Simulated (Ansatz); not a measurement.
# How much does Y in Cu(111), 2x2 scatter?

Aim: the resistance that Y in Cu(111), 2x2 adds to the host.

Method: Ansatz plane-wave DFT, PBE, PAW files; ballistic transport by layer matching (Landauer), zero bias; PAW set soft_1, in Ansatz 0.2.0.

## 1. The starting structure

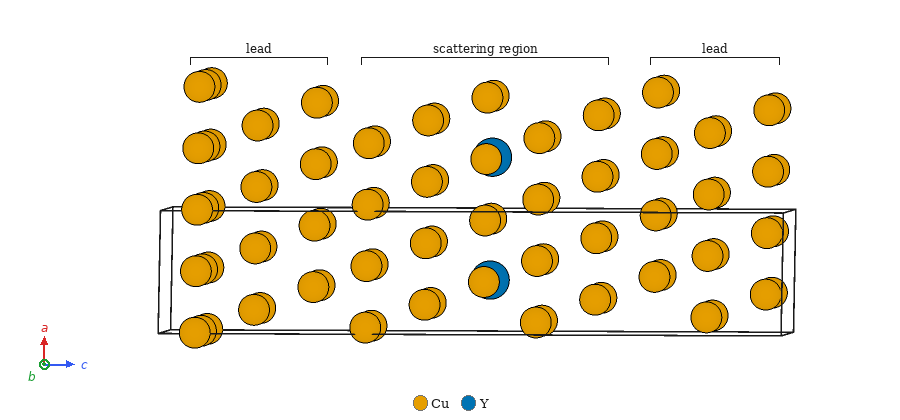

The starting structure, seen from the side, with the c axis across the page (copper orange, yttrium blue). 2×1×1 cells are drawn. Some periodic images of atoms are drawn too.

The cell holds 44 atoms: 43 Cu and 1 Y. Cell: a = 5.112 Å, b = 5.112 Å, c = 23.005 Å, α = 86.8°, β = 93.2°, γ = 120.0°. It derives from Cu. Regions: lead, 24 atoms (24 Cu); scattering region, 20 atoms (19 Cu and 1 Y). The structure is stacked along c, and the current runs across the ab planes.

## 2. Transmission at ideal sites

The defect sits in one plane of the supercell, all atoms on ideal sites; the layers about the cell's end are the lead. The mesh across the current, 12×12, is finer than the density's, because channels open and close sharply across the zone. Energies from -0.1 to 0.1 eV in steps of 0.05 eV are too few for the program's thermal sum, so it prints no conductance; for a metal the transmission near the Fermi level serves, at a fraction of the cost.

input.yaml

```yaml
crystal:
  lattice:
    - [5.1123254594, 0.0, 0.0]
    - [-2.5561627297, 4.4274037203, 0.0]
    - [-1.2780813649, 0.73790062, 22.9580794202]
  atoms:
    - { symbol: Cu, position: [0.0075757576, 0.9924242424, 0.0454545455] }
    - { symbol: Cu, position: [0.0075757576, 0.4924242424, 0.0454545455] }
    - { symbol: Cu, position: [0.5075757576, 0.9924242424, 0.0454545455] }
    - { symbol: Cu, position: [0.5075757576, 0.4924242424, 0.0454545455] }
    - { symbol: Cu, position: [0.1893939394, 0.3106060606, 0.1363636364] }
    - { symbol: Cu, position: [0.1893939394, 0.8106060606, 0.1363636364] }
    - { symbol: Cu, position: [0.6893939394, 0.3106060606, 0.1363636364] }
    - { symbol: Cu, position: [0.6893939394, 0.8106060606, 0.1363636364] }
    - { symbol: Cu, position: [0.3712121212, 0.1287878788, 0.2272727273] }
    - { symbol: Cu, position: [0.3712121212, 0.6287878788, 0.2272727273] }
    - { symbol: Cu, position: [0.8712121212, 0.1287878788, 0.2272727273] }
    - { symbol: Cu, position: [0.8712121212, 0.6287878788, 0.2272727273] }
    - { symbol: Cu, position: [0.053030303, 0.946969697, 0.3181818182] }
    - { symbol: Cu, position: [0.053030303, 0.446969697, 0.3181818182] }
    - { symbol: Cu, position: [0.553030303, 0.946969697, 0.3181818182] }
    - { symbol: Cu, position: [0.553030303, 0.446969697, 0.3181818182] }
    - { symbol: Cu, position: [0.2348484848, 0.2651515152, 0.4090909091] }
    - { symbol: Cu, position: [0.2348484848, 0.7651515152, 0.4090909091] }
    - { symbol: Cu, position: [0.7348484848, 0.2651515152, 0.4090909091] }
    - { symbol: Cu, position: [0.7348484848, 0.7651515152, 0.4090909091] }
    - { symbol: "Y", position: [0.4166666667, 0.0833333333, 0.5] }
    - { symbol: Cu, position: [0.4166666667, 0.5833333333, 0.5] }
    - { symbol: Cu, position: [0.9166666667, 0.0833333333, 0.5] }
    - { symbol: Cu, position: [0.9166666667, 0.5833333333, 0.5] }
    - { symbol: Cu, position: [0.0984848485, 0.9015151515, 0.5909090909] }
    - { symbol: Cu, position: [0.0984848485, 0.4015151515, 0.5909090909] }
    - { symbol: Cu, position: [0.5984848485, 0.9015151515, 0.5909090909] }
    - { symbol: Cu, position: [0.5984848485, 0.4015151515, 0.5909090909] }
    - { symbol: Cu, position: [0.2803030303, 0.2196969697, 0.6818181818] }
    - { symbol: Cu, position: [0.2803030303, 0.7196969697, 0.6818181818] }
    - { symbol: Cu, position: [0.7803030303, 0.2196969697, 0.6818181818] }
    - { symbol: Cu, position: [0.7803030303, 0.7196969697, 0.6818181818] }
    - { symbol: Cu, position: [0.4621212121, 0.0378787879, 0.7727272727] }
    - { symbol: Cu, position: [0.4621212121, 0.5378787879, 0.7727272727] }
    - { symbol: Cu, position: [0.9621212121, 0.0378787879, 0.7727272727] }
    - { symbol: Cu, position: [0.9621212121, 0.5378787879, 0.7727272727] }
    - { symbol: Cu, position: [0.1439393939, 0.8560606061, 0.8636363636] }
    - { symbol: Cu, position: [0.1439393939, 0.3560606061, 0.8636363636] }
    - { symbol: Cu, position: [0.6439393939, 0.8560606061, 0.8636363636] }
    - { symbol: Cu, position: [0.6439393939, 0.3560606061, 0.8636363636] }
    - { symbol: Cu, position: [0.3257575758, 0.1742424242, 0.9545454545] }
    - { symbol: Cu, position: [0.3257575758, 0.6742424242, 0.9545454545] }
    - { symbol: Cu, position: [0.8257575758, 0.1742424242, 0.9545454545] }
    - { symbol: Cu, position: [0.8257575758, 0.6742424242, 0.9545454545] }
kpoints:
  mp_grid: { grid: [5, 5, 1] }
hamiltonian:
  xc: pbe
  pseudopotentials: { kind: paw, azcp: { folder: soft_1 } }
scf:
  occupations: { method: fermi_dirac, width: 0.1 }
output:
  transmission: { leads: [[0, 4]], kmesh: [12, 12], e_range: [-0.1, 0.1], de: 0.05 }
  write_potential: true
  write_density: true
  volumetric_format: npy
  elf: true
```

On the command line:

```sh
$ ansatz run input.yaml --threads 4 --pin off --max-ram 15360MiB --backend cpu --events-out ev --progress --plain --runs-dir out
```

Numbers of over 12 decimals in the logs are rounded to 6 here.

Log:

```text
Engine: ansatz 0.2.0, aarch64-unknown-linux-gnu
Pseudopotentials: kind: paw
Pseudopotential: Cu, paw, valence charge 19, recommended cutoff 420 eV (normal), soft_1/Cu.paw.azcp
Pseudopotential: Y, paw, valence charge 11, recommended cutoff 420 eV (normal), soft_1/Y.paw.azcp
Functional definition: PBE
  parameter kappa = 0.804
  parameter beta = 0.066725
  exchange = pbe_x(kappa = kappa, mu = beta*pi^2/3)
  correlation = pbe_c(beta = beta)
Crystal: 44 atoms, lattice volume = 519.641 Å³
Basis set: ecut = 420 eV, 10219 PW (Γ)
Bands: 497, of which v1, the nominal top of the filled ones, is band 414 counted from 1 (413 counted from 0)
Symmetry: 4 space group operations
Space group: C2/m (ITA 12), of the structure as read, at distance tolerance 8.0e-5 Å
k-points: 9 of 25
Non-local potential: Cu, projectors of the file, l = 0: 3, l = 1: 2, l = 2: 3, l = 3: 1
Non-local potential: Y, projectors of the file, l = 0: 3, l = 1: 2, l = 2: 2, l = 3: 1
PAW form: soft (Blöchl's): semilocal exchange-correlation on the pseudo side does not see the compensation charge
PAW one-centre angular grid: Cu, 590 points (default); XC on 64 Gauss nodes
PAW one-centre angular grid: Y, 590 points (default); XC on 64 Gauss nodes
Initial density: superposition of atomic densities (chi_scale 0.1, normalization cell, long waves of neutral atoms (reshape's long-wave potential 2.09 eV rms, cloud 3.22 Å wide))
Initial wavefunctions: pseudopotential atomic-orbital guess
Functional: x = pbe(κ = 0.804, μ = 0.219515), c = pbe(β = 0.066725)
SCF iter   1: F=—  HF=-288786.747404 eV  |F-HF|=—  |Δ(HF+E_count)|=         —  Δρ=3.13e-1  dr2=7.44e2  ethr=3.10e-3  ⟨swp⟩=4.8  Hψ=13760  notcnv=0  defer=152
preconditioner: auto → Kerker (q_TF=auto, 2.949 Å⁻¹)  [metal: Δε(μ)=0.004 eV  Ē_g=9.087 eV  σ=0.100 eV  W_gap=0.01  n_scr=240 (ndim 8)  ℏωp=35.8 eV  f_vac=0.000  D(μ)=22.27/eV (n_scr^D=182)]
SCF iter   2: F=—  HF=-288741.351375 eV  |F-HF|=—  |Δ(HF+E_count)|=    4.54e1  Δρ=9.67e-2  dr2=1.89e2  ethr=3.10e-3  ⟨swp⟩=2.0  Hψ=8737  notcnv=0  defer=497
SCF iter   3: F=—  HF=-288731.647729 eV  |F-HF|=—  |Δ(HF+E_count)|=    9.70e0  Δρ=5.45e-2  dr2=3.49e1  ethr=3.10e-3  ⟨swp⟩=2.0  Hψ=5305  notcnv=0  defer=523
SCF iter   4: F=—  HF=-288729.377797 eV  |F-HF|=—  |Δ(HF+E_count)|=    2.27e0  Δρ=1.56e-2  dr2=7.97e0  ethr=3.10e-3  ⟨swp⟩=2.8  Hψ=6060  notcnv=0  defer=526
SCF iter   5: F=—  HF=-288729.725310 eV  |F-HF|=—  |Δ(HF+E_count)|=   3.48e-1  Δρ=5.84e-3  dr2=1.68e0  ethr=9.62e-4  ⟨swp⟩=2.0  Hψ=5178  notcnv=0  defer=534
SCF iter   6: F=—  HF=-288729.577759 eV  |F-HF|=—  |Δ(HF+E_count)|=   1.48e-1  Δρ=8.53e-3  dr2=5.87e-1  ethr=2.03e-4  ⟨swp⟩=2.2  Hψ=8001  notcnv=0  defer=535
SCF iter   7: F=—  HF=-288729.567223 eV  |F-HF|=—  |Δ(HF+E_count)|=   1.05e-2  Δρ=2.44e-3  dr2=2.05e-1  ethr=7.09e-5  ⟨swp⟩=2.0  Hψ=6932  notcnv=0  defer=535
SCF iter   8: F=—  HF=-288729.560717 eV  |F-HF|=—  |Δ(HF+E_count)|=   6.51e-3  Δρ=1.11e-3  dr2=5.78e-2  ethr=2.48e-5  ⟨swp⟩=1.2  Hψ=4479  notcnv=0  defer=532
SCF iter   9: F=—  HF=-288729.558528 eV  |F-HF|=—  |Δ(HF+E_count)|=   2.19e-3  Δρ=4.44e-4  dr2=5.08e-3  ethr=6.98e-6  ⟨swp⟩=1.0  Hψ=4070  notcnv=0  defer=532
SCF iter  10: F=—  HF=-288729.558756 eV  |F-HF|=—  |Δ(HF+E_count)|=   2.29e-4  Δρ=2.43e-4  dr2=6.55e-4  ethr=6.14e-7  ⟨swp⟩=2.0  Hψ=6040  notcnv=0  defer=531
SCF iter  11: F=—  HF=-288729.558670 eV  |F-HF|=—  |Δ(HF+E_count)|=   8.67e-5  Δρ=6.80e-5  dr2=3.66e-5  ethr=7.91e-8  ⟨swp⟩=2.0  Hψ=6013  notcnv=0  defer=531
SCF iter  12: F=—  HF=-288729.558568 eV  |F-HF|=—  |Δ(HF+E_count)|=   1.02e-4  Δρ=3.52e-5  dr2=7.40e-6  ethr=4.42e-9  ⟨swp⟩=2.0  Hψ=7210  notcnv=0  defer=531
SCF iter  13: F=—  HF=-288729.558567 eV  |F-HF|=—  |Δ(HF+E_count)|=   5.45e-7  Δρ=2.91e-5  dr2=7.59e-6  ethr=8.93e-10  ⟨swp⟩=2.0  Hψ=7669  notcnv=0  defer=531
SCF iter  14: F=—  HF=-288729.558566 eV  |F-HF|=—  |Δ(HF+E_count)|=   6.33e-7  Δρ=1.01e-5  dr2=8.73e-7  ethr=8.93e-10  ⟨swp⟩=2.0  Hψ=5894  notcnv=0  defer=531
SCF iter  15: F=—  HF=-288729.558566 eV  |F-HF|=—  |Δ(HF+E_count)|=   8.20e-8  Δρ=4.04e-6  dr2=3.08e-7  ethr=1.05e-10  ⟨swp⟩=2.1  Hψ=6242  notcnv=0  defer=531
SCF iter  16: F=—  HF=-288729.558566 eV  |F-HF|=—  |Δ(HF+E_count)|=   7.74e-9  Δρ=2.40e-6  dr2=1.00e-7  ethr=3.72e-11  ⟨swp⟩=2.0  Hψ=4803  notcnv=0  defer=531
SCF iter  17: F=-288729.558566 eV  HF=-288729.558566 eV  |F-HF|=2.37e-8  |Δ(HF+E_count)|=   9.84e-9  Δρ=1.10e-6  dr2=2.47e-8  ethr=1.21e-11  ⟨swp⟩=7.8  Hψ=16039  notcnv=0
SCF 1 converged in 17 iterations: F = -288729.558566 eV  dr2 = 2.47e-8
  greatest PAW one-centre occupation: 1.000 electrons in one spin orbital (limit 2), on the Cu atom at site 31 (counted from 0), in its partial waves of l = 0
transmission: 151 of 1505 steps passed
transmission: 303 of 1505 steps passed
[...]
transmission: 1505 of 1505 steps passed
SCF converged after 17 iterations
Free energy (F): -288729.558566 eV
Harris-Foulkes:  -288729.558566 eV  (|F-HF|=2.37e-8)
Internal energy: -288729.059796 eV  (E = F + TS)
E sigma→0 (E₀):  -288729.309181 eV
Entropy (-TS):   -0.498771 eV (-11.336 meV/atom)
Fermi energy:    16.692158 eV
--- Per-component energies (eV) ---
  E_band       = -15620.672841
  E_kinetic    = 11602.390040
  E_local      = -195332.952457  (includes V_loc(G=0)·N_el)
  E_nonlocal   = 38276.288288
  E_hartree    = 82894.463669
  E_xc         = -3158.477192
  E_vxc        = -4054.015646  (∫ρ·V_xc dr)
  E_paw        = -80850.911294  (= ΣΔE_a)
  E_vpaw       = -31901.359711  (= ΣTr[D̂ρ^β])
  E_aug_tail   = 0.044223  (compensation charges beyond the density's cutoff)
  E_ewald      = -142159.905074
  E_smearing   = -0.498771  (= −TS)
  E_closure    = -0.000000  (closes the sum)
  Σ components = -288729.558566   (vs F -288729.558566, Δ=0.00e0)
--- Band table (eV; the first three rows and the last of 9) ---
  k-point 0: bands = [... 410 lower, 16.5885, 16.8597, 16.8618, 16.9423, 17.1961, 17.2369, 17.3405, 17.4700, ... 79 higher]
  k-point 1: bands = [... 410 lower, 16.4020, 16.4325, 16.5071, 16.5863, 16.6247, 16.7671, 16.7943, 16.9344, ... 79 higher]
  k-point 2: bands = [... 410 lower, 16.4410, 16.4520, 16.5374, 16.5619, 16.7254, 16.7759, 16.9230, 17.0932, ... 79 higher]
  k-point 8: bands = [... 410 lower, 16.4270, 16.4811, 16.5069, 16.5438, 16.6528, 16.6534, 16.8720, 16.9362, ... 79 higher]
--- Transmission ---
  basis      : 199 plane waves across, 35 finite elements along
  points     : 43, standing for a mesh of 12 x 12
  energies   : 5 from -0.100000 to 0.100000 eV about the Fermi level, 0.050000 eV apart; the leads are filled to 0.000000 eV, and channels, transmission and decay are at 0.000000 eV
  crystal 0  : Cu4, at the sites [0, 4], period 2.0871 Å, over 20.87 Å; its Hamiltonian steps by up to 4.2 meV
    offset         : up to 0.0000 Å between an atom of the period and one for which it stands
    channels       : 3.145833e0 a spin
    conductance    : none, the energies end too early or step too widely for 300 K: set another output.transmission.e_range or a lower de, or, where they end at an eighth of basis.ecutwfc, a higher one
  junction   : crystal 0 to crystal 0, 0.70 to 21.57 Å
    transmission   : 2.010631e0 a spin
    conductance    : none, the energies end too early or step too widely for 300 K: set another output.transmission.e_range or a lower de, or, where they end at an eighth of basis.ecutwfc, a higher one
```

Run time: 9.8 min. Hardware: 4 threads of Arm Neoverse N1, shared host; peak memory 5.2 GiB; 36 min of CPU time.

Numbers from this step:

```yaml
free_energy: -288729.5586 eV
energy_at_zero_smearing: -288729.3092 eV
fermi_energy: 16.69 eV
cell_area: 22.63 Å²
transmission_per_spin_nearest_the_fermi_level: 2.011
open_channels_per_spin_nearest_the_fermi_level: 3.146
step_of_the_lead_s_potential: 4.2 meV
```

Per spin. Transmission, zone mean against energy, zero at the Fermi level:

| energy (eV) | transmission, zone mean |
| --- | --- |
| -0.1000 | 2.10 |
| -0.0500 | 2.06 |
| 0.0000 | 2.01 |
| 0.0500 | 1.92 |
| 0.1000 | 1.87 |

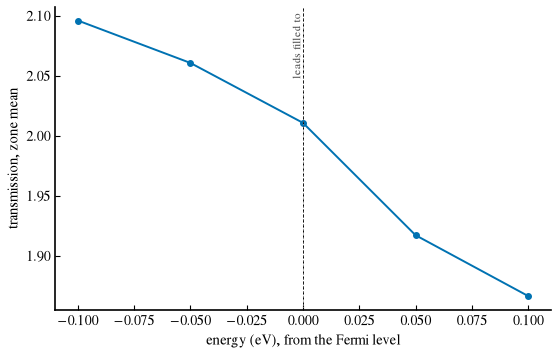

Transmission, zone mean against energy.

Per spin. The open channels, zone mean, lead stays at 3.15 for energy from -0.1 to 0.1 eV.

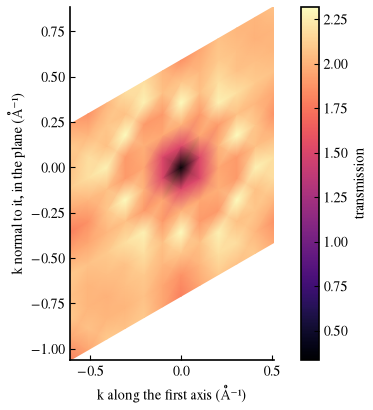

Transmission over k1 and k2. At 0.0000 eV from the Fermi level.

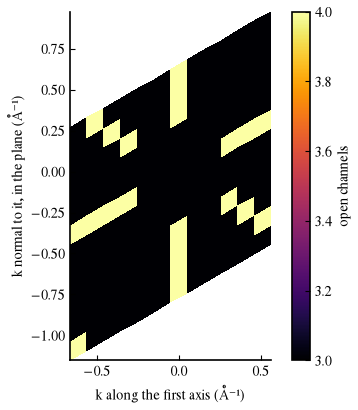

Open channels over k1 and k2. At 0.0000 eV from the Fermi level.

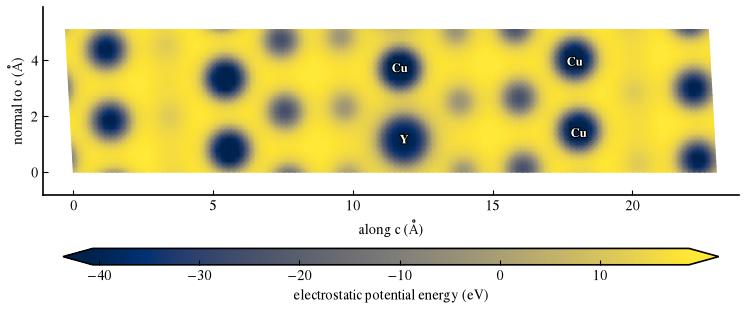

Electrostatic potential energy in the ca plane at fractional y = 0.083, with atoms of Y and Cu within 0.2 Å of it. With pseudopotentials it is smooth inside the atoms' cores, unlike the true potential. The map starts off the cell's origin, so that atoms lie inside it.

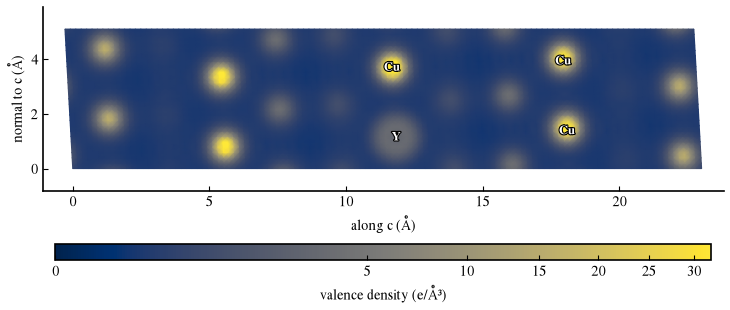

Valence density in the ca plane at fractional y = 0.083, with atoms of Y and Cu within 0.2 Å of it. It is the smooth field of the valence electrons, not physical close to the nuclei. The map starts off the cell's origin, so that atoms lie inside it. The colour scale is stretched toward low values.

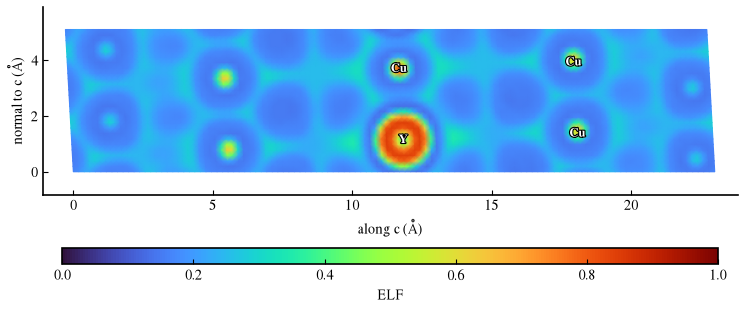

ELF in the ca plane at fractional y = 0.083, with atoms of Y and Cu within 0.2 Å of it. It is the smooth field of the valence electrons, not physical close to the nuclei. The map starts off the cell's origin, so that atoms lie inside it.

Over the solved energies the transmission per spin lies between 1.87 and 2.10, out of 3.15 channels of the lead on average (up to 3.15).

## 3. Resistance at ideal sites

This step: Ansatz plane-wave DFT, PBE, PAW files; ballistic transport by layer matching (Landauer), zero bias; area resistance of the defect plane and resistivity an atomic per cent; PAW set soft_1 (Ansatz 0.2.0).

Numbers from this step:

* area resistance: 0.5349 fΩ m²
* T over the leads' mean channel count: 0.6345
* resistivity per at.% scaled from this dense plane, with the factor 3/4 for isotropic scattering: 7.689 µΩ cm

Averaged over the energies near the Fermi level, 63.5 % of the channels pass, which makes 0.535 fΩ m².

By hand, with T and the leads' channels N averaged over the energies near the Fermi level: RA = A (h/2e²)(1/T − 1/N) = 22.63×10⁻²⁰ m² × 12 906 Ω × (1/1.996 − 1/3.146) = 0.535 fΩ m². Per atomic per cent: RA × A / V_atom × 0.01 × 3/4 = 7.69 µΩ cm, with the host's V_atom = 11.81 Å³.

## 4. Results

* share of channels that pass, rigid: 0.635
* area resistance, rigid: 0.535 fΩ m²
* resistivity per at.% from the area resistance, times 3/4, rigid: 7.69 µΩ cm

The plane of defects adds 0.53 fΩ m². Scaled to one atomic per cent that is 10 µΩ cm as it stands and 7.7 with the factor 3/4 for isotropic scattering on a spherical Fermi surface; with the reflection in place of the resistance taken as linear in the density it would be 4.9. These are rough estimates of the dilute value, not bounds. One Y in each 2x2 cell reflects 37 % of the lead's channels. The defects form a dense periodic sheet that scatters coherently, unlike a dilute random alloy. T and N are means over the solved energies nearest the Fermi level.

[Logs are printed without paths, hosts, clocks, repeated set-up lines and the standing remarks that a program may print on its own settings, such as how far it seeks lower states.]

[Hosts, paths, dates, database ids (printed as entryN), source tags and the programs' standing remarks are cut or masked in the printed files.]
